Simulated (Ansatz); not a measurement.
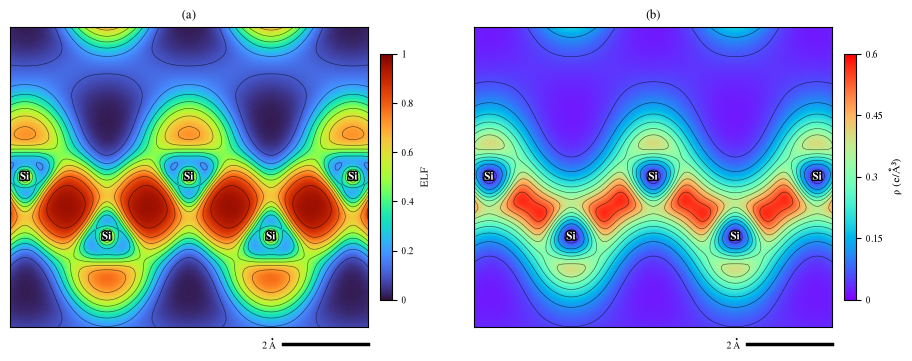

*Si. (a) ELF; (b) valence charge density (pseudo) on the (100) plane of the conventional cell.*

Space group C2/m; a structure from a database of computed crystals, not necessarily the ambient phase; started from the database structure prototype, which need not be the ambient phase.

Computed with DFT, r2SCAN, plane waves, PAW in Ansatz 0.2.0.

In a PAW calculation such maps are meaningful between the atoms, not at the nuclei.

```
CELL_PARAMETERS angstrom
13.83934 0.00000 -0.00001
0.00000 3.85065 0.00000
-0.74746 0.00000 6.29112
ATOMIC_POSITIONS crystal
Si 0.05562 0.00000 0.87408
Si 0.55562 0.50000 0.87408
Si 0.44438 0.50000 0.12592
Si 0.94438 0.00000 0.12592
Si 0.05900 0.50000 0.65354
Si 0.55900 0.00000 0.65354
Si 0.44100 0.00000 0.34646
Si 0.94100 0.50000 0.34646
Si 0.21283 0.00000 0.05731
Si 0.71283 0.50000 0.05731
Si 0.28717 0.50000 0.94269
Si 0.78717 0.00000 0.94269
Si 0.22709 0.50000 0.58547
Si 0.72709 0.00000 0.58547
Si 0.27291 0.00000 0.41453
Si 0.77291 0.50000 0.41453
```

Describe what can be read from this map.

Atoms in the plane: Si.
Si–Si (2.38 Å): ρ at the midpoint is about 0.56 e/Å³; the ELF peaks at about 0.95 between the atoms; localised, covalent bonding.
Between the atoms the lowest density in this plane is 0.02 e/Å³.
